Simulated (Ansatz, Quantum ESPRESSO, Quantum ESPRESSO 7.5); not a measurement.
# 2H-MoS2, 1 layer: biaxial strain by an ASE script

Aim: band edges, gap and stiffness of 2H-MoS2, 1 layer under biaxial strain.

Method: plane-wave DFT, PBE, GBRV ultrasoft pseudopotentials (geometry by Ansatz 0.2.0 with PAW datasets; geometry under PBE), in Quantum ESPRESSO 7.5.

## Step 1: Starting point

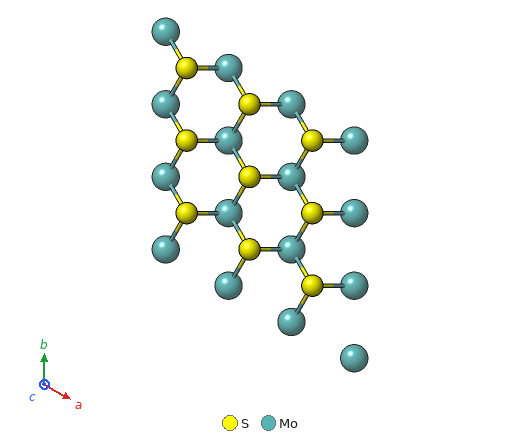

The cell as given, from above (sulfur yellow, molybdenum teal). 3×3×1 cells are drawn. Bonds to atoms that aren't drawn are left out. Some periodic images of atoms are drawn too.

The cell holds 3 atoms: 2 S and 1 Mo. Its edges and angles: a = 3.180 Å, b = 3.180 Å, c = 18.263 Å, α = 90.0°, β = 90.0°, γ = 120.0°. It derives from MoS2. Vacuum lies along c.

Structure file:

```cif
data_structure
_symmetry_space_group_name_H-M 'P 1'
_symmetry_Int_Tables_number 1
_cell_length_a 3.1800
_cell_length_b 3.1800
_cell_length_c 18.2626
_cell_angle_alpha 90.000
_cell_angle_beta 90.000
_cell_angle_gamma 120.000
_cell_volume 159.94
loop_
_atom_site_label
_atom_site_type_symbol
_atom_site_fract_x
_atom_site_fract_y
_atom_site_fract_z
_atom_site_occupancy
S1 S 0.33333 0.66667 0.41068 1
Mo2 Mo 0.00000 0.00000 0.50000 1
S3 S 0.33333 0.66667 0.58932 1
```

## Step 2: Relaxation with Ansatz

The geometry comes first, from a plane-wave PAW code, so that the later runs on this slab share one structure.

The input, input.yaml:

```yaml
crystal:
  lattice:
    - [3.18, 0.0, 0.0]
    - [-1.59, 2.753960784, 0.0]
    - [0.0, 0.0, 18.262597738]
  atoms:
    - { symbol: S, position: [0.3333333333, 0.6666666667, 0.4106754202] }
    - { symbol: Mo, position: [0.0, 0.0, 0.5] }
    - { symbol: S, position: [0.3333333333, 0.6666666667, 0.5893245798] }
kpoints:
  mp_grid: { grid: [12, 12, 1] }
hamiltonian:
  xc: pbe
scf:
  occupations: { method: fermi_dirac, width: 0.05 }
  convergence: { dr2_threshold: 1.0e-08 }
efield:
  axis: 3
  dipole_correction: true
  ramp_position: 0.97
  ramp_width: 0.04
relax:
  f_tol: 0.01
  cell: { fix: [c, alpha, beta] }
output:
  write_potential: true
  write_density: true
  volumetric_format: npy
```

Run with:

```console
$ ansatz run input.yaml --threads 2 --pin off --max-ram 4096MiB --backend cpu --events-out ev --progress --plain --runs-dir out
```

Numbers of over 12 decimals in the logs are rounded to 6 here.

Output:

```text
Warning: relax.cell: scf.convergence.dr2_threshold = 1e-8 eV is looser than the 3e-10 eV advised for a relaxation that steers and ends on the stress (1e-10 eV for each atom of the cell: 3). What an SCF threshold leaves in a stress goes as its square root, and in the free energy as the threshold itself, and one threshold admits the most on a small cell: [figures from the program's tests cut] Set scf.convergence.dr2_threshold to 3e-10 eV or tighter. The threshold is an SCF's pass mark: one that does not reach it within its budget of iterations ends unconverged, or closes short of it on a stop that the run arms, and scf.convergence.dr2_threshold's page says what that costs each kind of run
Engine: ansatz 0.2.0, aarch64-unknown-linux-gnu
Pseudopotentials: kind: paw
Pseudopotential: S, paw, valence charge 6, recommended cutoff 420 eV (normal), S.paw.azcp
Pseudopotential: Mo, paw, valence charge 14, recommended cutoff 420 eV (normal), Mo.paw.azcp
Functional definition: PBE
  parameter kappa = 0.804
  parameter beta = 0.066725
  exchange = pbe_x(kappa = kappa, mu = beta*pi^2/3)
  correlation = pbe_c(beta = beta)
Crystal: 3 atoms, lattice volume = 159.936 Å³
Basis set: ecut = 420 eV, 3121 PW (Γ), exchange–correlation on 48×48×250 points (8 copies of the dense FFT grid, shifted against one another)
Bands: 17, of which v1, the nominal top of the filled ones, is band 13 counted from 1 (12 counted from 0)
Symmetry: 6 space group operations
k-points: 19 of 144 (time reversal used)
Non-local potential: S, projectors of the file, l = 0: 2, l = 1: 2, l = 2: 2
Non-local potential: Mo, projectors of the file, l = 0: 3, l = 1: 2, l = 2: 2, l = 3: 1
PAW form: soft (Blöchl's): semilocal exchange-correlation on the pseudo side does not see the compensation charge
PAW one-centre angular grid: S, 110 points (default); XC on 64 Gauss nodes
PAW one-centre angular grid: Mo, 590 points (default); XC on 64 Gauss nodes
Initial density: superposition of atomic densities (neutral atoms: chi_scale 0, normalization atom), corrected by the library's trained network
Initial wavefunctions: pseudopotential atomic-orbital guess
Functional: x = pbe(κ = 0.804, μ = 0.219515), c = pbe(β = 0.066725)
SCF iter   1: F=—  HF=-6762.728546 eV  |F-HF|=—  |Δ(HF+E_count)|=         —  Δρ=3.16e-3  dr2=5.07e-3  ethr=1.77e-3  p=0.001 e·Å  D=7.12e-4 V/Å  ΔV_dip=-0.01 eV  dr2_dipole=2.96e-6  V_vac-E_F(+/−)=5.11/5.13 eV  ⟨swp⟩=9.7  Hψ=2315  notcnv=0
efield: sawtooth ramp at fractional position 0.9700 (set: `efield.ramp_position`, or a place that a band, a saddle search or an elastic batch's reference lends), width 0.0400; the density the first Hamiltonian is built on has a dipole p = 0.001 e·Å; the dipole correction subtracts the counter field D = 7.12e-4 V/Å, which shifts the + side's vacuum level by -0.01 eV against the − side's; the planar-averaged density in the ramp window peaks in size at 5.8e-5 e/Å³
preconditioner: auto → none  [insulator: Δε(μ)=1.673 eV  Ē_g=7.767 eV  σ=0.050 eV  W_gap=1.00  n_scr=10 (ndim 8)  ℏωp=12.5 eV  f_vac=0.627  D(μ)=0.00/eV (n_scr^D=0)  ε∞_Penn≈3.6]
SCF iter   2: F=—  HF=-6762.735495 eV  |F-HF|=—  |Δ(HF+E_count)|=   6.95e-3  Δρ=1.98e-3  dr2=8.51e-3  ethr=1.95e-5  p=-0.001 e·Å  D=-5.83e-4 V/Å  ΔV_dip=0.01 eV  dr2_dipole=4.25e-5  V_vac-E_F(+/−)=5.14/5.13 eV  ⟨swp⟩=2.3  Hψ=761  notcnv=0
SCF iter   3: F=—  HF=-6762.737929 eV  |F-HF|=—  |Δ(HF+E_count)|=   2.43e-3  Δρ=1.98e-3  dr2=1.63e-2  ethr=1.95e-5  p=0.002 e·Å  D=2.56e-3 V/Å  ΔV_dip=-0.05 eV  dr2_dipole=3.70e-4  V_vac-E_F(+/−)=4.97/5.02 eV  ⟨swp⟩=2.1  Hψ=554  notcnv=0
SCF iter   4: F=—  HF=-6762.736325 eV  |F-HF|=—  |Δ(HF+E_count)|=   1.60e-3  Δρ=1.07e-3  dr2=1.40e-3  ethr=1.95e-5  p=-0.001 e·Å  D=-1.25e-3 V/Å  ΔV_dip=0.02 eV  dr2_dipole=1.21e-4  V_vac-E_F(+/−)=5.06/5.04 eV  ⟨swp⟩=2.0  Hψ=402  notcnv=0
SCF iter   5: F=—  HF=-6762.737247 eV  |F-HF|=—  |Δ(HF+E_count)|=   9.22e-4  Δρ=2.04e-4  dr2=4.25e-5  ethr=5.39e-6  p=0.000 e·Å  D=1.81e-4 V/Å  ΔV_dip=-0.00 eV  dr2_dipole=2.69e-6  V_vac-E_F(+/−)=5.03/5.04 eV  ⟨swp⟩=2.5  Hψ=455  notcnv=0
SCF iter   6: F=—  HF=-6762.737225 eV  |F-HF|=—  |Δ(HF+E_count)|=   2.22e-5  Δρ=5.33e-5  dr2=8.66e-6  ethr=1.63e-7  p=-0.000 e·Å  D=-9.95e-6 V/Å  ΔV_dip=0.00 eV  dr2_dipole=1.14e-8  V_vac-E_F(+/−)=5.04/5.04 eV  ⟨swp⟩=2.5  Hψ=569  notcnv=0
SCF iter   7: F=—  HF=-6762.737107 eV  |F-HF|=—  |Δ(HF+E_count)|=   1.18e-4  Δρ=1.53e-5  dr2=3.80e-7  ethr=3.33e-8  p=0.000 e·Å  D=7.70e-7 V/Å  ΔV_dip=-0.00 eV  dr2_dipole=3.04e-11  V_vac-E_F(+/−)=5.04/5.04 eV  ⟨swp⟩=2.2  Hψ=494  notcnv=0
SCF iter   8: F=—  HF=-6762.737107 eV  |F-HF|=—  |Δ(HF+E_count)|=   1.72e-7  Δρ=4.42e-6  dr2=1.22e-8  ethr=1.46e-9  p=-0.000 e·Å  D=-4.97e-6 V/Å  ΔV_dip=0.00 eV  dr2_dipole=2.05e-10  V_vac-E_F(+/−)=5.04/5.04 eV  ⟨swp⟩=2.2  Hψ=490  notcnv=0
SCF iter   9: F=-6762.737108 eV  HF=-6762.737107 eV  |F-HF|=9.05e-9  |Δ(HF+E_count)|=   7.27e-8  Δρ=9.04e-7  dr2=5.05e-10  ethr=3.85e-11  p=-0.000 e·Å  D=-1.36e-6 V/Å  ΔV_dip=0.00 eV  dr2_dipole=6.79e-12  V_vac-E_F(+/−)=5.04/5.04 eV  ⟨swp⟩=9.8  Hψ=2229  notcnv=0
SCF 1 converged in 9 iterations: F = -6762.737108 eV  dr2 = 5.05e-10
  greatest PAW one-centre occupation: 0.998 electrons in one spin orbital (limit 2), on the Mo atom at site 1 (counted from 0), in its partial waves of l = 0
relax step   1: F+E_penalty+E_count = -6762.73710750 eV  Δ(F+E_penalty+E_count) = +0.000e0 eV  max|allowed force component| = 1.139e0 eV/Å  Δτ_max = 0.0000 Å  P = -1.937 GPa  Ω = 159.936 Å³  fix = [c, alpha, beta]  reactions: c -3.722 GPa  (9 SCF iters, accepted)
Crystal: 3 atoms, lattice volume = 165.309 Å³
Basis set: ecut = 420 eV, 3313 PW (Γ), exchange–correlation on 48×48×250 points (8 copies of the dense FFT grid, shifted against one another)
Initial density: handed on by an earlier stage of this run
Initial wavefunctions: those handed on with the density
iter 1 solved again at ethr=2.21e-4 eV; its pass at ethr=3.10e-3 eV (dr2=5.74e-2 eV) is discarded
SCF iter   1: F=—  HF=-6762.766459 eV  |F-HF|=—  |Δ(HF+E_count)|=         —  Δρ=6.15e-3  dr2=6.75e-2  ethr=2.21e-4  p=-0.000 e·Å  D=-1.23e-6 V/Å  ΔV_dip=0.00 eV  dr2_dipole=1.21e-11  V_vac-E_F(+/−)=5.16/5.16 eV  ⟨swp⟩=1.7  Hψ=2492  notcnv=0
[...]
SCF iter   5: F=—  HF=-6762.815726 eV  |F-HF|=—  |Δ(HF+E_count)|=   4.28e-5  Δρ=1.27e-4  dr2=1.76e-5  ethr=2.38e-6  p=0.000 e·Å  D=1.84e-4 V/Å  ΔV_dip=-0.00 eV  dr2_dipole=1.95e-6  V_vac-E_F(+/−)=5.09/5.09 eV  ⟨swp⟩=2.5  Hψ=465  notcnv=0
SCF iter   6: F=—  HF=-6762.815762 eV  |F-HF|=—  |Δ(HF+E_count)|=   3.65e-5  Δρ=1.50e-4  dr2=3.62e-4  ethr=6.79e-8  p=-0.001 e·Å  D=-1.41e-3 V/Å  ΔV_dip=0.03 eV  dr2_dipole=1.08e-4  V_vac-E_F(+/−)=5.10/5.08 eV  ⟨swp⟩=3.6  Hψ=686  notcnv=0
SCF iter   7: F=—  HF=-6762.815723 eV  |F-HF|=—  |Δ(HF+E_count)|=   3.90e-5  Δρ=2.15e-5  dr2=2.62e-6  ethr=6.79e-8  p=-0.000 e·Å  D=-8.07e-5 V/Å  ΔV_dip=0.00 eV  dr2_dipole=3.15e-7  V_vac-E_F(+/−)=5.09/5.09 eV  ⟨swp⟩=2.6  Hψ=498  notcnv=0
SCF iter   8: F=—  HF=-6762.815603 eV  |F-HF|=—  |Δ(HF+E_count)|=   1.20e-4  Δρ=5.57e-6  dr2=5.60e-8  ethr=1.01e-8  p=-0.000 e·Å  D=-9.14e-6 V/Å  ΔV_dip=0.00 eV  dr2_dipole=1.25e-9  V_vac-E_F(+/−)=5.09/5.09 eV  ⟨swp⟩=2.3  Hψ=405  notcnv=0
SCF iter   9: F=-6762.815603 eV  HF=-6762.815603 eV  |F-HF|=5.13e-10  |Δ(HF+E_count)|=   5.99e-9  Δρ=6.35e-7  dr2=7.74e-10  ethr=3.85e-11  p=-0.000 e·Å  D=-2.08e-7 V/Å  ΔV_dip=0.00 eV  dr2_dipole=1.99e-12  V_vac-E_F(+/−)=5.09/5.09 eV  ⟨swp⟩=10.5  Hψ=2397  notcnv=0
SCF 3 converged in 9 iterations: F = -6762.815603 eV  dr2 = 7.74e-10
relax step   3: F+E_penalty+E_count = -6762.81560340 eV  Δ(F+E_penalty+E_count) = -6.360e-2 eV  max|allowed force component| = 8.164e-2 eV/Å  Δτ_max = 0.0672 Å  P = -0.177 GPa  Ω = 160.593 Å³  energy of the carried Pulay correction = -2.315e-5 eV  fix = [c, alpha, beta]  reactions: c -0.256 GPa  (9 SCF iters, accepted)
[...]
relax step   4: F+E_penalty+E_count = -6762.81600062 eV  Δ(F+E_penalty+E_count) = -3.972e-4 eV  max|allowed force component| = 5.836e-3 eV/Å  Δτ_max = 0.0035 Å  P = -0.012 GPa  Ω = 160.416 Å³  energy of the carried Pulay correction = -1.691e-5 eV  fix = [c, alpha, beta]  reactions: c -0.019 GPa  (8 SCF iters, accepted)
Initial wavefunctions: pseudopotential atomic-orbital guess (no wavefunctions were taken with the density)
iter 1 solved again at ethr=9.87e-8 eV; its pass at ethr=3.10e-3 eV (dr2=2.57e-5 eV) is discarded
SCF iter   1: F=—  HF=-6762.815967 eV  |F-HF|=—  |Δ(HF+E_count)|=         —  Δρ=2.28e-5  dr2=1.97e-8  ethr=9.87e-8  p=0.000 e·Å  D=2.47e-7 V/Å  ΔV_dip=-0.00 eV  dr2_dipole=3.62e-10  V_vac-E_F(+/−)=5.09/5.09 eV  ⟨swp⟩=4.4  Hψ=3556  notcnv=0
efield: sawtooth ramp at fractional position 0.9700 (set: `efield.ramp_position`, or a place that a band, a saddle search or an elastic batch's reference lends), width 0.0400; the density the first Hamiltonian is built on has a dipole p = 0.000 e·Å; the dipole correction subtracts the counter field D = 2.47e-7 V/Å, which shifts the + side's vacuum level by -0.00 eV against the − side's; the planar-averaged density in the ramp window peaks in size at 2.9e-6 e/Å³
preconditioner: auto → none  [insulator: Δε(μ)=1.657 eV  Ē_g=8.019 eV  σ=0.050 eV  W_gap=1.00  n_scr=10 (ndim 8)  ℏωp=12.4 eV  f_vac=0.634  D(μ)=0.00/eV (n_scr^D=0)  ε∞_Penn≈3.4]
SCF iter   2: F=—  HF=-6762.815955 eV  |F-HF|=—  |Δ(HF+E_count)|=   1.27e-5  Δρ=1.14e-5  dr2=2.84e-8  ethr=7.57e-11  p=-0.000 e·Å  D=-1.40e-5 V/Å  ΔV_dip=0.00 eV  dr2_dipole=7.08e-9  V_vac-E_F(+/−)=5.09/5.09 eV  ⟨swp⟩=3.5  Hψ=836  notcnv=0
SCF iter   3: F=—  HF=-6762.815983 eV  |F-HF|=—  |Δ(HF+E_count)|=   2.85e-5  Δρ=8.10e-6  dr2=2.17e-7  ethr=7.57e-11  p=0.000 e·Å  D=3.17e-5 V/Å  ΔV_dip=-0.00 eV  dr2_dipole=6.43e-8  V_vac-E_F(+/−)=5.09/5.09 eV  ⟨swp⟩=3.4  Hψ=576  notcnv=0  recentre
SCF iter   4: F=-6762.816015 eV  HF=-6762.816014 eV  |F-HF|=1.70e-6  |Δ(HF+E_count)|=   3.04e-5  Δρ=9.59e-7  dr2=5.49e-10  ethr=3.85e-11  p=-0.000 e·Å  D=-3.27e-6 V/Å  ΔV_dip=0.00 eV  dr2_dipole=2.09e-11  V_vac-E_F(+/−)=5.09/5.09 eV  ⟨swp⟩=9.7  Hψ=2605  notcnv=0
SCF 5 converged in 4 iterations: F = -6762.816015 eV  dr2 = 5.49e-10
relax step   5: F+E_penalty+E_count = -6762.81601525 eV  Δ(F+E_penalty+E_count) = -1.462e-5 eV  max|allowed force component| = 5.840e-3 eV/Å  Δτ_max = 0.0000 Å  P = -0.012 GPa  Ω = 160.416 Å³  fix = [c, alpha, beta]  reactions: c -0.018 GPa  stress off target by 8.99e-3 GPa on what of the cell is left free  SCF on the basis re-selected at this cell (its energy is not comparable with the rows above)  (4 SCF iters)
basis re-selected at this cell: Δ(F+E_penalty+E_count) = -1.462e-5 eV, ΔP = +0.000 GPa vs the last step (what re-selecting the basis moved, of the pressure what is left beyond the Pulay correction that the steps carried, after the strain that the cell walked since its last selection, with what the two solves' SCF thresholds leave and, on support functions, any second-order correction that the steps lacked; it is no m [...]
WARN: The input density's exchange-correlation potential varies sharply where the density is thin. Do not read a vacuum level from v_tot or v_xc, or from such a field of the output density. On a cell that repeats whose density bears no net charge and no dipole along the vacuum's axis use v_es (v_loc + v_h of the components); under efield.dipole_correction with no amplitude use v_es + v_field, which holds any external [...]
SCF converged after 4 iterations
Free energy (F): -6762.816015 eV
Harris-Foulkes:  -6762.816014 eV  (|F-HF|=1.70e-6)
Internal energy: -6762.816015 eV  (E = F + TS)
E sigma→0 (E₀):  -6762.816015 eV
Fermi energy:    0.311658 eV
Dipole field:    D = 0.000004 V/Å  (p = 0.000003 e·Å, saw-weighted, corrected)
Work function:   Φ+ = 5.0921 eV   Φ− = 5.0921 eV
Levels:          The Fermi level and band energies are counted from a zero that moves with the ramp; work functions are not
--- Per-component energies (eV) ---
  E_band       = -435.546067
  E_kinetic    = 654.875421
  E_local      = -14043.934962  (includes V_loc(G=0)·N_el)
  E_nonlocal   = 199.060156
  E_hartree    = 6656.025536
  E_xc         = -378.027882
  E_vxc        = -404.334492  (∫ρ·V_xc dr)
  E_paw        = -4401.469300  (= ΣΔE_a)
  E_vpaw       = -153.266288  (= ΣTr[D̂ρ^β])
  E_aug_tail   = 0.000043  (compensation charges beyond the density's cutoff)
  E_efield     = 0.000000  (sawtooth field / dipole correction)
  E_vefield    = -0.000017  (∫n·V_field dr)
  E_ewald      = 4550.654972
  E_smearing   = -0.000000  (= −TS)
  E_closure    = 0.000000  (closes the sum)
  Σ components = -6762.816015   (vs F -6762.816015, Δ=0.00e0)
--- Forces (eV/Å), atoms counted from 1 ---
  atom   1  S      0.00000000    -0.00000000     0.00583864
  atom   2  Mo    -0.00000000    -0.00000000    -0.00000871
  atom   3  S      0.00000000    -0.00000000    -0.00583351
  max |Σ_I F_I| component: 3.58e-6 eV/Å
--- Stress (GPa, compression-positive) ---
       -0.008986       0.000000       0.000000
        0.000000      -0.008986       0.000000
        0.000000       0.000000      -0.018215
  P = ⅓ Tr σ = -0.0121 GPa (-0.121 kbar)
--- Band table (eV; the first three rows and the last of 19) ---
  k-point 0: bands = [... 9 lower, -2.3025, -2.0400, -2.0400, -0.5374, 2.2167, 2.2167, 2.4637, 2.4637]
  k-point 1: bands = [... 9 lower, -2.7942, -2.2023, -1.7045, -0.5894, 2.0836, 2.1882, 2.3486, 2.3953]
  k-point 2: bands = [... 9 lower, -2.7395, -2.5850, -1.6123, -0.8233, 1.7587, 2.0299, 2.0805, 2.8049]
  k-point 18: bands = [... 9 lower, -4.0779, -3.3983, -2.6779, -0.5557, 1.1197, 2.5229, 2.9895, 4.3053]
--- Relaxed structure (4 steps of the walk, 4 accepted, 1 SCFs on fresh bases) ---
  F+E_penalty+E_count = -6762.81601525 eV   max|allowed force component| = 5.840e-3 eV/Å   (the final SCF, on the basis selected at the relaxed cell)
  cell:  # Å, volume = 160.4159 Å³
    - [3.184763, 0.0, 0]
    - [-1.592381, 2.758086, 0]
    - [0, 0, 18.262597738]
  atoms:
    - { symbol: S, position: [0.333333, 0.666667, 0.414417] }
    - { symbol: Mo, position: [0, -2.8783559898885975e-17, 0.500000] }
    - { symbol: S, position: [0.333333, 0.666667, 0.585583] }
```

Elapsed: 22 s, on 2 threads of Arm Neoverse N1, shared host; peak memory 0.38 GiB; 42 s of CPU time.

The steps of the relaxation:

```
step  energy less that of the first step (eV)  largest force component (eV/Å)  pressure (GPa)  volume (Å³)
   1                                   0.0000                          1.1387           -1.94       159.94
   2                                  -0.0149                          0.9341            0.67       165.31
   3                                  -0.0785                          0.0816           -0.18       160.59
   4                                  -0.0789                          0.0058           -0.01       160.42
  5*                                  -0.0789                          0.0058           -0.01       160.42
```

Relaxation steps marked * repeat the geometry before them on a plane-wave basis chosen anew for their cell, so energy and pressure can jump there.

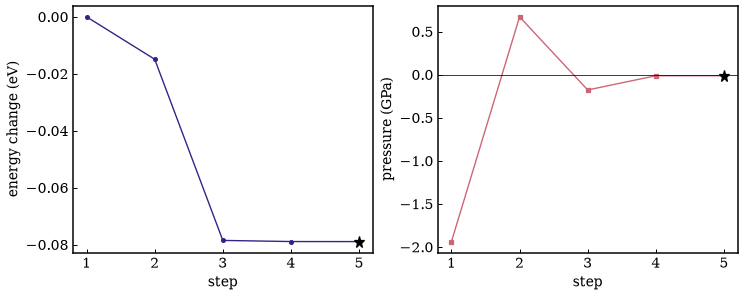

Energy and pressure along the relaxation. Stars mark steps on a basis chosen anew.

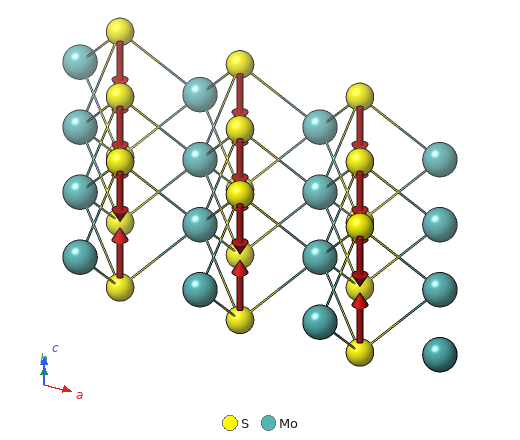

Displacements in the relaxation, exaggerated, measured against the changing cell; the longest in the cell stands for 0.07 Å. Bonds to atoms that aren't drawn are left out. 3×3×1 cells are drawn. Some periodic images of atoms are drawn too.

```
cell as run  before  after  change
      a (Å)   3.180  3.185  +0.1 %
      b (Å)   3.180  3.185  +0.1 %
```

The atoms that moved most (Å, along periodic axes as changes of fractional coordinates times the final cell, across vacuum about the mean position):

```
atom     dx     dy      dz  length
  S3  0.000  0.000  -0.068   0.068
  S1  0.000  0.000   0.068   0.068
```

Final coordinates:

```xyz
3
Lattice="3.1848 0.0000 0.0000 -1.5924 2.7581 0.0000 0.0000 0.0000 18.2626" Properties=species:S:1:pos:R:3
S     0.0000    1.8387    7.5683
Mo    0.0000    0.0000    9.1313
S     0.0000    1.8387   10.6943
```

This step gave:

* free energy: -6762.8160 eV
* Fermi energy: 0.3117 eV
* gap by band count: 1.657 eV
* symmetry operations: 6
* dipole along the normal: 3.19e-6 e·Å
* vacuum level at the upper face over a Fermi level inside the gap: 5.092 eV
* vacuum level at the lower face over a Fermi level inside the gap: 5.092 eV

(Part 1 of 2 ends here.)

[Logs are printed without paths, hosts, clocks, repeated set-up lines and the standing remarks that a program may print on its own settings, such as how far it seeks lower states.]

[Hosts, paths, dates, database ids (printed as entryN), source tags and the programs' standing remarks are cut or masked in the printed files.]

[Maps of the electrostatic potential energy from Ansatz leave out the sawtooth potential of an applied field or a dipole correction, so their vacuum need not be flat; planar profiles and work functions include it.]
